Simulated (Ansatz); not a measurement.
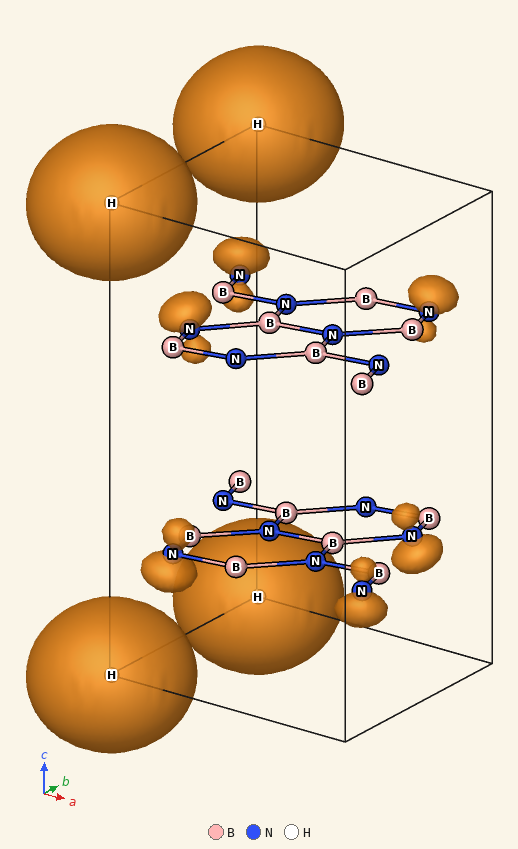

*B₁₄HN₁₄ (cell with a defect). Isosurfaces of the magnetisation density (up minus down) at +0.008 (orange) and −0.008 e/Å³ (purple), seen slightly off an axis. Sticks mark near contacts.*

Spin-polarised.

Method: DFT PBE, scalar-relativistic, plane waves, PAW (Ansatz 0.2.0).

The density is the valence pseudo-density of a PAW calculation; it isn't the true density close to the nuclei.

Where is the spin, and how is it ordered?

The spin density sits on H: +0.8 μB in one cell of 29 atoms: a single local moment. The cell of the calculation (29 atoms) carries 1.0 μB of net spin moment. Only one sign reaches the isovalue.
